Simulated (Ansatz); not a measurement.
**Two runs on Rh**

System: Rh (P6₃/mmc, 2 atoms in the cell).
Method of the first run: DFT PBE, scalar-relativistic, plane waves, PAW, PAW set soft_1, spin-polarised (Ansatz 0.2.0).

The structure derives from a Materials Project entry. Text and figures count atoms from 1; the logs count them from 0 in places.

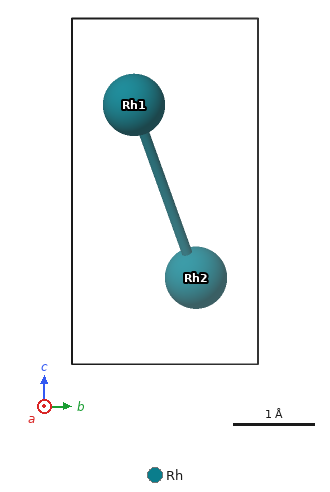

The structure as given in the input (ball-and-stick view of the cell of the calculation, along the a axis; atoms are numbered from 1 in the order of the input). An atom can appear more than once, as a periodic image. Near neighbours in the periodic cell (some may lie outside the picture): Rh has 12 Rh at 2.64 to 2.67 Å.

**Input file, the first run**
```yaml
crystal:
  lattice:
    - [2.6692693142, 0.0, 0.0]
    - [-1.3346346571, 2.3116550356, 0.0]
    - [0.0, 0.0, 4.2956488669]
  atoms:
    - { symbol: Rh, position: [0.6666666667, 0.3333333333, 0.75], spin: 1.0 }
    - { symbol: Rh, position: [0.3333333333, 0.6666666667, 0.25], spin: 1.0 }
basis:
  ecutwfc: 420
kpoints:
  mp_grid: { grid: [21, 21, 12] }
hamiltonian:
  xc: pbe
  pseudopotentials: { kind: paw, azcp: { folder: soft_1 } }
scf:
  occupations: { method: gaussian, width: 0.15 }
  lower_state_search: "off"
output:
  forces: true
  stress: true
  eigenvalues: true
  populations: true
magnetization:
  spin_polarized: true
  initial_magnetization: 2.0
  spin_locking: { lock_magnetization: hard }
```

Command:
```bash
ansatz run input.yaml --threads 2 --pin off --max-ram 4096MiB --backend cpu --events-out ev --progress --plain --runs-dir out
```

Hardware: 2 threads of Arm Neoverse N1, 98 GiB of memory available, shared host.

**Output, shortened to warnings, some set-up lines, iterations and results (the first run)**
```
Warning: output.stress: scf.convergence.dr2_threshold = 1e-7 eV (the SCF's general default) is looser than the 2e-10 eV advised for a printed stress (1e-10 eV for each atom of the cell: 2). What an SCF threshold leaves in a stress goes as its square root, and in the free energy as the threshold itself, and one threshold admits the most on a small cell: of the crystals measured, under no hybrid …
Basis set: ecut = 420 eV, 537 PW (Γ), exchange–correlation on 36×36×60 points (8 copies of the dense FFT grid, shifted against one another)
Symmetry: 24 space group operations
k-points: 336 of 5292
Initial density: superposition of atomic densities (chi_scale 0.1, normalization cell)
[...]
SCF iter   1: F=—  HF=-12806.200938 eV  |F-HF|=—  |Δ(HF+E_count)|=         —  Δρ=5.34e-2 (↑5.31e-2 ↓5.34e-2)  dr2=2.65e0  dr2_m=4.32e-2  M=2.000 μB ∫|m|=2.000 μB  β_m=0.30  …
SCF iter   2: F=—  HF=-12805.703864 eV  |F-HF|=—  |Δ(HF+E_count)|=   4.97e-1  Δρ=3.60e-2 (↑3.13e-2 ↓3.60e-2)  dr2=1.03e0  dr2_m=2.11e-2  M=2.000 μB ∫|m|=2.001 μB  β_m=0.53  …
SCF iter   3: F=—  HF=-12805.433106 eV  |F-HF|=—  |Δ(HF+E_count)|=   2.71e-1  Δρ=7.37e-3 (↑4.33e-3 ↓7.37e-3)  dr2=1.08e-2  dr2_m=1.50e-3  M=2.000 μB ∫|m|=2.011 μB  β_m=0.76  …
SCF iter   4: F=—  HF=-12805.441318 eV  |F-HF|=—  |Δ(HF+E_count)|=   8.21e-3  Δρ=8.50e-4 (↑4.44e-4 ↓8.50e-4)  dr2=1.33e-4  dr2_m=7.13e-5  M=2.000 μB ∫|m|=2.019 μB  β_m=0.88  …
SCF iter   5: F=—  HF=-12805.441390 eV  |F-HF|=—  |Δ(HF+E_count)|=   7.14e-5  Δρ=3.10e-4 (↑3.10e-4 ↓1.37e-4)  dr2=1.28e-5  dr2_m=1.01e-5  M=2.000 μB ∫|m|=2.021 μB  β_m=0.94  …
SCF iter   6: F=—  HF=-12805.441398 eV  |F-HF|=—  |Δ(HF+E_count)|=   8.60e-6  Δρ=8.25e-5 (↑7.88e-5 ↓8.25e-5)  dr2=2.11e-6  dr2_m=5.80e-7  M=2.000 μB ∫|m|=2.022 μB  β_m=0.85  …
SCF iter   7: F=—  HF=-12805.441398 eV  |F-HF|=—  |Δ(HF+E_count)|=   4.31e-8  Δρ=2.39e-5 (↑1.06e-5 ↓2.39e-5)  dr2=1.77e-7  dr2_m=2.47e-8  M=2.000 μB ∫|m|=2.022 μB  β_m=0.83  …
SCF iter   8: F=-12805.441398 eV  HF=-12805.441398 eV  |F-HF|=2.75e-10  |Δ(HF+E_count)|=   3.01e-8  Δρ=1.44e-6 (↑1.35e-6 ↓1.44e-6)  dr2=4.65e-11  dr2_m=4.29e-10  M=2.000 μB …
SCF 1 converged in 8 iterations: F = -12805.441398 eV  dr2 = 4.65e-11
SCF converged after 8 iterations
Stability checked in part: among states of this total moment the steps that led to this state did not find it unstable. No probe was made; neither looks for a lower state of another moment (fixed_total_moment; see scf.lower_state_search)
Magnetization: 2.0000 μB (18.0000 up, 16.0000 down)
Absolute magnetization: 2.0225 μB (∫|ρ↑−ρ↓|, with the PAW one-centre terms)
Spin contamination: 0.0054 ħ² per cell (⟨S²⟩ above its minimum at these occupations)
Per-site moments (μB) at R_I (Å): [(0.9834226678592637, 1.0904482053441416), (0.9834226678592635, 1.0904482053441416)]
Free energy (F): -12805.441398 eV
Harris-Foulkes:  -12805.441398 eV  (|F-HF|=2.75e-10)
Internal energy: -12805.406379 eV  (E = F + TS)
E sigma→0 (E₀):  -12805.423889 eV
Entropy (-TS):   -0.035019 eV (-17.510 meV/atom)
Fermi energy:    23.451386 (↑ 23.767075, ↓ 23.135697) eV
--- Per-component energies (eV) ---
  E_band       = -135.404860
  E_kinetic    = 1079.552434
  E_local      = -2857.589481  (includes V_loc(G=0)·N_el)
  E_nonlocal   = 597.707532
  E_hartree    = 1066.715638
  E_xc         = -405.225969
  E_vxc        = -508.684577  (∫ρ·V_xc dr)
  E_paw        = -7207.877432  (= ΣΔE_a)
  E_vpaw       = -579.821969  (= ΣTr[D̂ρ^β])
  E_aug_tail   = 0.000047  (compensation charges beyond the density's cutoff)
  E_ewald      = -5078.689148
  E_smearing   = -0.035019  (= −TS)
  E_closure    = -0.000000  (closes the sum)
  Σ components = -12805.441398   (vs F -12805.441398, Δ=0.00e0)
--- Forces (eV/Å), atoms counted from 1 ---
  atom   1  Rh     0.00000000    -0.00000000     0.00000000
  atom   2  Rh     0.00000000     0.00000000     0.00000000
  max |Σ_I F_I| component: 9.25e-18 eV/Å
--- Stress (GPa, compression-positive) ---
       25.098127       0.000000       0.000000
        0.000000      25.098127       0.000000
        0.000000       0.000000      26.382888
  P = ⅓ Tr σ = 25.5264 GPa (255.264 kbar)
--- Löwdin populations: 2 sites ---
  site symbol       q [e]    m [muB]
     0     Rh     16.8937     1.0066
     1     Rh     16.8937     1.0066
  spilling = 0.006256 (of n_electrons = 34.000000)
```

For the second run the input was changed thus:
```diff
-    - [2.6692693142, 0.0, 0.0]
-    - [-1.3346346571, 2.3116550356, 0.0]
-    - [0.0, 0.0, 4.2956488669]
+    - [2.7248648789, 0.0, 0.0]
+    - [-1.3624324395, 2.359802207, 0.0]
+    - [0.0, 0.0, 4.3851186793]
-    - { symbol: Rh, position: [0.6666666667, 0.3333333333, 0.75], spin: 1.0 }
-    - { symbol: Rh, position: [0.3333333333, 0.6666666667, 0.25], spin: 1.0 }
+    - { symbol: Rh, position: [0.6666666667, 0.3333333333, 0.75], spin: 0.375 }
+    - { symbol: Rh, position: [0.3333333333, 0.6666666667, 0.25], spin: 0.375 }
-  initial_magnetization: 2.0
+  initial_magnetization: 0.75
```

What does this change do to the results?

The total moment is fixed by the input in the first run and the second run, so the state need not be the lowest. With the same functional and potentials, the second run lies 173.8 meV per atom lower. The net moment of the cell goes from 2.00 to 0.75 μB. The pressure goes from 25.53 to 0.96 GPa. The volume per atom goes from 13.25 to 14.10 Å³. The SCF takes 9 iterations against 8. The plane waves at Γ go from 537 to 549.

**Output, shortened to warnings, some set-up lines, iterations and results (the second run)**
```
Warning: output.stress: scf.convergence.dr2_threshold = 1e-7 eV (the SCF's general default) is looser than the 2e-10 eV advised for a printed stress (1e-10 eV for each atom of the cell: 2). What an SCF threshold leaves in a stress goes as its square root, and in the free energy as the threshold itself, and one threshold admits the most on a small cell: of the crystals measured, under no hybrid …
Basis set: ecut = 420 eV, 549 PW (Γ), exchange–correlation on 40×40×60 points (8 copies of the dense FFT grid, shifted against one another)
Symmetry: 24 space group operations
k-points: 336 of 5292
Initial density: superposition of atomic densities (chi_scale 0.1, normalization cell)
[...]
SCF iter   1: F=—  HF=-12806.693771 eV  |F-HF|=—  |Δ(HF+E_count)|=         —  Δρ=5.31e-2 (↑5.30e-2 ↓5.31e-2)  dr2=3.09e0  dr2_m=6.39e-3  M=0.750 μB ∫|m|=0.750 μB  β_m=0.30  …
SCF iter   2: F=—  HF=-12806.102012 eV  |F-HF|=—  |Δ(HF+E_count)|=   5.92e-1  Δρ=3.35e-2 (↑3.16e-2 ↓3.35e-2)  dr2=1.15e0  dr2_m=3.14e-3  M=0.750 μB ∫|m|=0.751 μB  β_m=0.51  …
SCF iter   3: F=—  HF=-12805.783020 eV  |F-HF|=—  |Δ(HF+E_count)|=   3.19e-1  Δρ=6.48e-3 (↑5.23e-3 ↓6.48e-3)  dr2=1.30e-2  dr2_m=2.73e-4  M=0.750 μB ∫|m|=0.759 μB  β_m=0.75  …
SCF iter   4: F=—  HF=-12805.788987 eV  |F-HF|=—  |Δ(HF+E_count)|=   5.97e-3  Δρ=6.56e-4 (↑3.94e-4 ↓6.56e-4)  dr2=1.89e-4  dr2_m=1.79e-5  M=0.750 μB ∫|m|=0.764 μB  β_m=0.87  …
SCF iter   5: F=—  HF=-12805.788961 eV  |F-HF|=—  |Δ(HF+E_count)|=   2.60e-5  Δρ=2.28e-4 (↑2.28e-4 ↓8.32e-5)  dr2=1.74e-5  dr2_m=2.79e-6  M=0.750 μB ∫|m|=0.765 μB  β_m=0.94  …
SCF iter   6: F=—  HF=-12805.788960 eV  |F-HF|=—  |Δ(HF+E_count)|=   7.91e-7  Δρ=4.25e-5 (↑4.25e-5 ↓3.50e-5)  dr2=3.00e-7  dr2_m=2.52e-7  M=0.750 μB ∫|m|=0.766 μB  β_m=0.95  …
SCF iter   7: F=—  HF=-12805.788961 eV  |F-HF|=—  |Δ(HF+E_count)|=   3.12e-7  Δρ=1.99e-5 (↑1.58e-5 ↓1.99e-5)  dr2=1.39e-7  dr2_m=1.53e-8  M=0.750 μB ∫|m|=0.766 μB  β_m=0.83  …
SCF iter   8: F=-12805.788961 eV  HF=-12805.788961 eV  |F-HF|=6.71e-10  |Δ(HF+E_count)|=   3.15e-8  Δρ=2.06e-6 (↑1.72e-6 ↓2.06e-6)  dr2=1.55e-10  dr2_m=8.25e-10  M=0.750 μB …
SCF iter   9: F=-12805.788961 eV  HF=-12805.788961 eV  |F-HF|=2.91e-11  |Δ(HF+E_count)|=   1.02e-9  Δρ=4.08e-7 (↑4.08e-7 ↓1.25e-7)  dr2=5.38e-11  dr2_m=9.70e-12  M=0.750 μB …
SCF 1 converged in 9 iterations: F = -12805.788961 eV  dr2 = 5.38e-11
SCF converged after 9 iterations
Stability checked in part: among states of this total moment the steps that led to this state did not find it unstable. No probe was made; neither looks for a lower state of another moment (fixed_total_moment; see scf.lower_state_search)
Magnetization: 0.7500 μB (17.3750 up, 16.6250 down)
Absolute magnetization: 0.7658 μB (∫|ρ↑−ρ↓|, with the PAW one-centre terms)
Spin contamination: 0.0012 ħ² per cell (⟨S²⟩ above its minimum at these occupations)
Per-site moments (μB) at R_I (Å): [(0.37359858228182746, 1.113160070154252), (0.37359858228182763, 1.113160070154252)]
Free energy (F): -12805.788961 eV
Harris-Foulkes:  -12805.788961 eV  (|F-HF|=2.91e-11)
Internal energy: -12805.748358 eV  (E = F + TS)
E sigma→0 (E₀):  -12805.768660 eV
Entropy (-TS):   -0.040602 eV (-20.301 meV/atom)
Fermi energy:    21.779422 (↑ 21.852776, ↓ 21.706068) eV
--- Per-component energies (eV) ---
  E_band       = -189.865322
  E_kinetic    = 1073.435931
  E_local      = -3005.535252  (includes V_loc(G=0)·N_el)
  E_nonlocal   = 596.542883
  E_hartree    = 1114.637970
  E_xc         = -403.224070
  E_vxc        = -505.971218  (∫ρ·V_xc dr)
  E_paw        = -7206.537628  (= ΣΔE_a)
  E_vpaw       = -577.613295  (= ΣTr[D̂ρ^β])
  E_aug_tail   = 0.000188  (compensation charges beyond the density's cutoff)
  E_ewald      = -4975.068380
  E_smearing   = -0.040602  (= −TS)
  E_closure    = -0.000000  (closes the sum)
  Σ components = -12805.788961   (vs F -12805.788961, Δ=0.00e0)
--- Forces (eV/Å), atoms counted from 1 ---
  atom   1  Rh    -0.00000000     0.00000000     0.00000000
  atom   2  Rh    -0.00000000    -0.00000000     0.00000000
  max |Σ_I F_I| component: 9.25e-18 eV/Å
--- Stress (GPa, compression-positive) ---
        0.877725       0.000000       0.000000
        0.000000       0.877725       0.000000
        0.000000       0.000000       1.123815
  P = ⅓ Tr σ = 0.9598 GPa (9.598 kbar)
--- Löwdin populations: 2 sites ---
  site symbol       q [e]    m [muB]
     0     Rh     16.8937     0.3790
     1     Rh     16.8937     0.3790
  spilling = 0.006253 (of n_electrons = 34.000000)
```

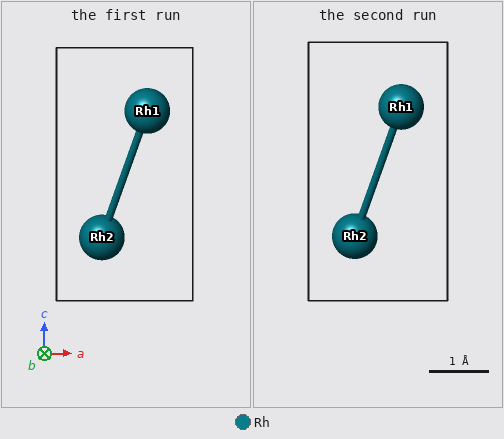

The two input geometries at one scale (ball-and-stick view of the cell of the calculation, along the b axis). The atoms keep their places relative to the cell (all moves are under 0.005 Å). The drawn cell changes as follows: a = b 2.669 → 2.725 Å (+2.1 %), c 4.296 → 4.385 Å (+2.1 %); the volume changes by +6.4 %. Among the contacts that change: Rh1–Rh1 2.669 → 2.725 Å, Rh1–Rh2 2.644 → 2.699 Å.

**The two runs side by side**

```csv
quantity,the first run,the second run
outcome,converged,converged
free energy per atom (eV),−6402.7207,−6402.8945
"energy per atom, smearing taken to zero (eV)",−6402.7119,−6402.8843
gap on the mesh (eV),0.00,0.00
net moment of the cell (μB),2.00,0.75
absolute moment of the cell (μB),2.02,0.77
pressure (GPa),25.53,0.96
volume per atom (Å³),13.25,14.10
largest force (eV/Å),0.000,0.000
SCF iterations,8,9
irreducible k-points,336,336
plane waves at Γ,537,549
wall time (shared host),20 s,24 s
```

For both runs: Warnings: the SCF threshold is looser than advised for the printed stress. For the first run: The cell is under a pressure of 26 GPa at this level, so it is not at its equilibrium volume.
